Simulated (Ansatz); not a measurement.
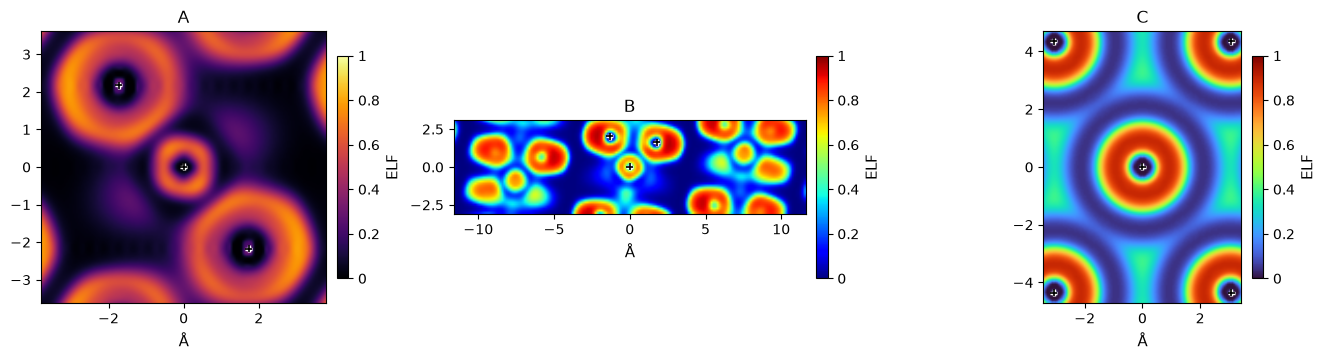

The ELF of 3 systems, each on a plane through atoms (crosses mark nuclei in the plane).

Theory: DFT PBE, scalar-relativistic, plane waves, PAW in Ansatz 0.2.0.

System 1: TiTe₂, the (110) plane of the conventional cell. Space group P-3m1; computed without spin polarisation.

```xyz
3
Lattice="3.7690 0.0000 0.0000 -1.8845 3.2641 0.0000 0.0000 0.0000 6.8981" Properties=species:S:1:pos:R:3 pbc="T T T"
Ti    0.0000    0.0000    0.0000
Te    1.8845    1.0880    1.7305
Te    0.0000    2.1761    5.1677
```

System 2: Cs, the (011) plane of the conventional cell. Space group Im-3m; a structure from a database of computed crystals, not necessarily the ambient phase; computed without spin polarisation.

System 3: MoS₂, the (111) plane of the conventional cell. Space group R3m; a structure from a database of computed crystals, not necessarily the ambient phase; computed without spin polarisation.

```yaml
crystal:
  lattice:
    - [3.18518, 0.00000, 0.00000]
    - [-1.59259, 2.75844, 0.00000]
    - [0.00000, 0.00000, 22.31500]
  atoms:
    - { symbol: Mo, position: [0.66667, 0.33333, 0.33311] }
    - { symbol: Mo, position: [0.33333, 0.66667, 0.66644] }
    - { symbol: Mo, position: [0.00000, 0.00000, 0.99978] }
    - { symbol: S, position: [0.33333, 0.66667, 0.06980] }
    - { symbol: S, position: [0.00000, 0.00000, 0.40313] }
    - { symbol: S, position: [0.66667, 0.33333, 0.73647] }
    - { symbol: S, position: [0.00000, 0.00000, 0.26309] }
    - { symbol: S, position: [0.66667, 0.33333, 0.59642] }
    - { symbol: S, position: [0.33333, 0.66667, 0.92976] }
```

Question: Match each panel to its system.

Answer: Panel A is system 1, TiTe₂: the plane holds Ti and Te. Ti–Te (2.78 Å): the ELF peaks at about 0.70 in the valence shell of Te, 1.3 Å from its nucleus, and is about 0.60 at the midpoint. Panel B is system 3, MoS₂: the plane holds Mo and S. Mo–S (2.41 Å): the ELF peaks at about 0.85 in the valence shell of S, 0.8 Å from its nucleus, and is about 0.45 at the midpoint. Panel C is system 2, Cs: the plane holds Cs. Cs–Cs (5.33 Å): the ELF is about 0.10 at the midpoint: no shared electron pair shows on this line.
